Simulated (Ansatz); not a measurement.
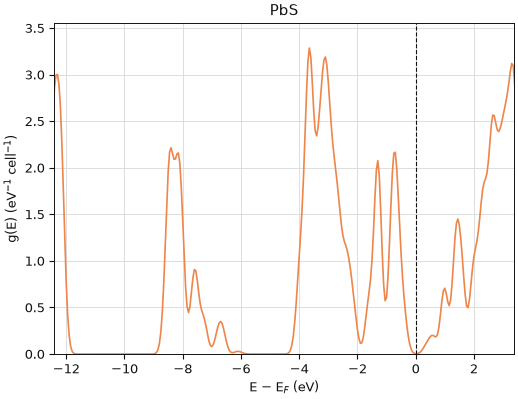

Density of states. Energies are counted from the Fermi level. The curve is built from the levels of the k mesh with Gaussians 0.3 eV wide, which also blur the band edges.

The Ansatz input:

```
crystal:
  lattice:
    - [0.0, 3.2412298107, 3.2412298107]
    - [3.2412298107, 0.0, 3.2412298107]
    - [3.2412298107, 3.2412298107, 0.0]
  atoms:
    - { symbol: Pb, position: [0.0, 0.0, 0.0] }
    - { symbol: S, position: [0.25, 0.25, 0.25] }
kpoints:
  mp_grid: { grid: [6, 6, 6] }
  band_path:
    path:
      - [0.0, 0.0, 0.0]
      - [-0.5, -0.5, 0.0]
      - [-0.375, -0.375, 0.25]
      - [-0.375, 0.0, 0.375]
      - [0.0, 0.0, 0.5]
      - [-0.5, -0.25, 0.25]
      - [0.25, -0.5, -0.25]
      - [0.0, 0.5, 0.5]
    npoints: 1
hamiltonian:
  xc: pbe
scf:
  occupations: { method: fermi_dirac, width: 0.02 }
  n_extra_bands: 4
output:
  forces: true
  stress: true
  eigenvalues: true
```

Command:
```bash
ansatz run input.yaml --threads 4 --pin off --max-ram 3686MiB --backend cpu --events-out ev --progress --plain --runs-dir out
```

Q: Is there a gap at the Fermi level, and how wide?

A: There is a gap; over the k points computed it is 0.78 eV (indirect; the smallest direct gap is 1.18 eV).

Q: How wide is the upper valence band?

A: The upper group of valence states starts about 3.6 eV under the valence-band top (which lies at −0.4 eV on this axis), with a gap beneath it; it holds about 6 electrons a cell.

Spin-orbit coupling is left out, which matters for Pb.
